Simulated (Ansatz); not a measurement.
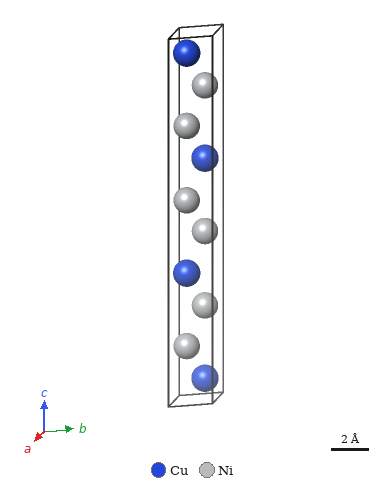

The image is a spheres-only drawing of a crystal, viewed slightly off an axis. The conventional unit cell is outlined; an atom on or near a face, edge or corner is repeated at each equivalent position. Cell: a = 2.51 Å, b = 2.51 Å, c = 20.76 Å, α = 90.00°, β = 90.00°, γ = 120.00°.

The structure comes from a structure type filled with these elements by a generator (whether the compound takes this form wasn't checked). Earlier steps of the study, as a rule a relaxation of our own, may have changed the cell and positions, so they can lie some per cent off the listed ones. It was run through Ansatz as a DFT input.

Explain the picture.

The solid is Cu₂Ni₃. The atoms follow space group P-3m1 (No. 164); the Bravais lattice is primitive hexagonal. The cell has 10 atoms, namely 4 Cu, 6 Ni. The coordination shell of Ni holds nine Ni and three Cu in an anticuboctahedral arrangement (about 2.5 Å to Ni, 2.5 Å to Cu). Cu takes two kinds of site: 2d with nine Cu and three Ni in an anticuboctahedral arrangement (about 2.5 to 2.6 Å to Cu, 2.5 Å to Ni); 2d with six Cu and six Ni in an anticuboctahedral arrangement (about 2.5 Å to Cu, 2.5 Å to Ni).

Run with DFT PBE, scalar-relativistic, plane waves, PAW in Ansatz and these settings: plane waves up to 420 eV, k-grid 18×18×2, Gaussian smearing of 0.1 eV, collinear spins.

Which atoms carry magnetic moments in this run, and how do they order?

The state reached is ferromagnetic. Sizes: Ni 0.5 μB; net moment 2.7 μB in the run's cell of 10 atoms.

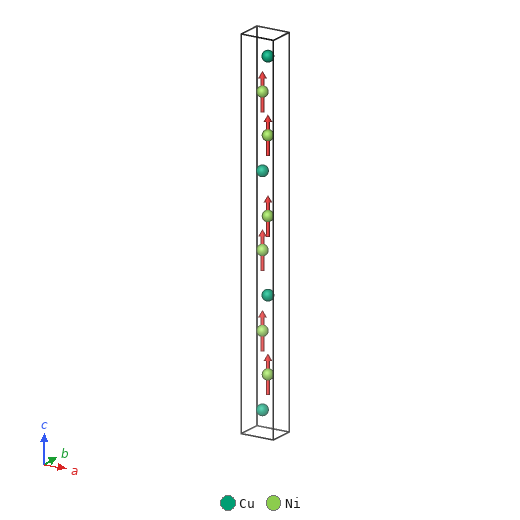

Site moments above 0.25 μB as arrows, small induced ones on non-metal atoms left out (red along the largest or up, blue against, purple across). The run's cell of 10 atoms is drawn.

What is the band gap, if any?

A metal: bands cross the Fermi level.

Give the Bader charge of each element.

Cu +0.02 e; Ni -0.02 e.

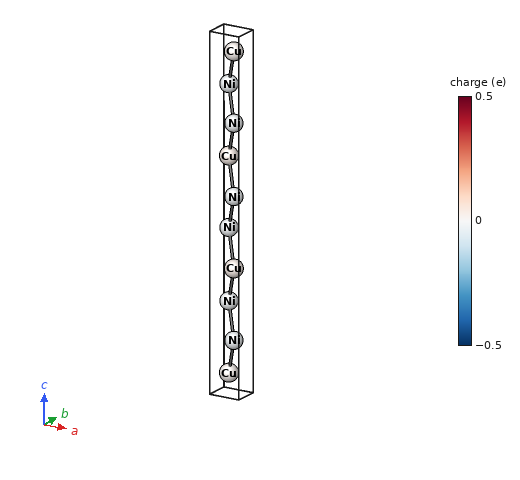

The atoms coloured by those charges. The run's cell of 10 atoms is drawn.

Is this the optimised geometry for these settings?

Yes. All forces vanish to within 0.01 eV/Å. The pressure is 0.0 GPa, close to zero.
